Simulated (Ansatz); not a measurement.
System: GdO, space group F-43m (No. 216), 2 atoms in the cell, zincblende type.

```xyz
2
Lattice="0.0000 2.7000 2.7000 2.7000 0.0000 2.7000 2.7000 2.7000 0.0000" Properties=species:S:1:pos:R:3 pbc="T T T"
Gd    0.0000    0.0000    0.0000
O     1.3500    1.3500    1.3500
```

Method: DFT r2SCAN, scalar-relativistic, plane waves, PAW, spin-polarised, 6×6×6 k mesh, 500 eV cutoff, Gaussian smearing of 0.05 eV (Ansatz 0.2.0).

How will the Gd f shell be filled?

Counting eigenvalues over 0.6 as filled, Gd has 7 filled f states (f⁷), 7 up and 0 down; the eigenvalues sum to 7.0.

Start of the run: random orbitals: random, more filling. Such runs often end in metastable states, so this need not be the lowest one. The shell occupations typed at the start changed during the run. The occupations of the open shells lower the symmetry of the state. Spin-orbit coupling is left out, which matters for Gd.

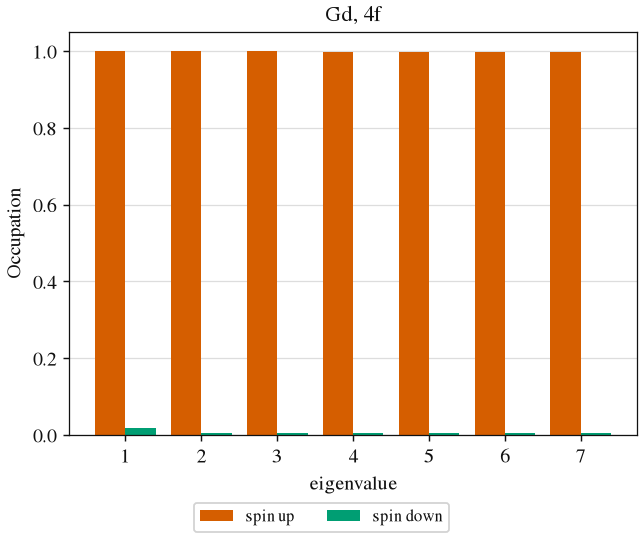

Eigenvalues of the local occupation matrix of the f shell (Löwdin-orthogonalised atomic projectors).
